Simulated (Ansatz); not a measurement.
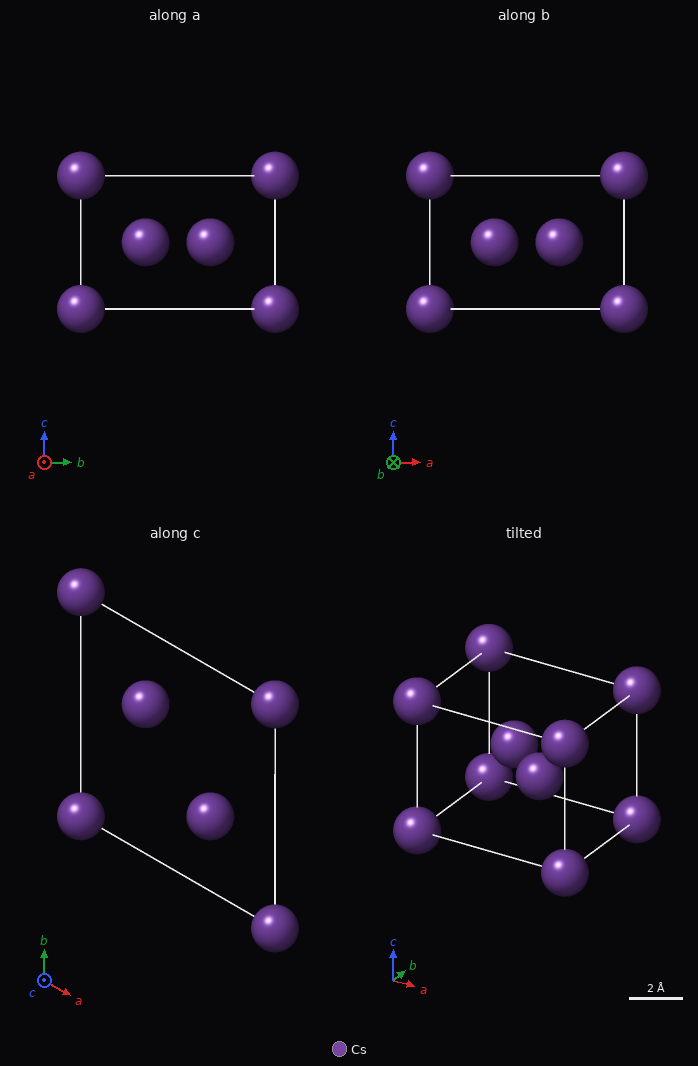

Structure drawing (spheres-only), viewed along the a axis, along the b axis, along the c axis and slightly off an axis. Thin lines show the conventional unit cell, with boundary atoms drawn in all their periodic places.

Lattice parameters: a = 8.593 Å, b = 8.593 Å, c = 5.115 Å, α = 90.00°, β = 90.00°, γ = 120.00°. Put a along x and b in the xy plane.

**Record the structure as a POSCAR file.**

```
Cs
1.0
     8.593    0.000    0.000
    -4.296    7.442    0.000
     0.000    0.000    5.115
Cs
3
Direct
  0.0000 0.0000 0.0000
  0.3333 0.6667 0.5000
  0.6667 0.3333 0.5000
```

The cell started as a structure type filled with this element by a generator (whether the element takes this form wasn't checked). Earlier steps of the study may have refined or changed the cell and positions. Ansatz was used for an electronic-structure calculation on it.
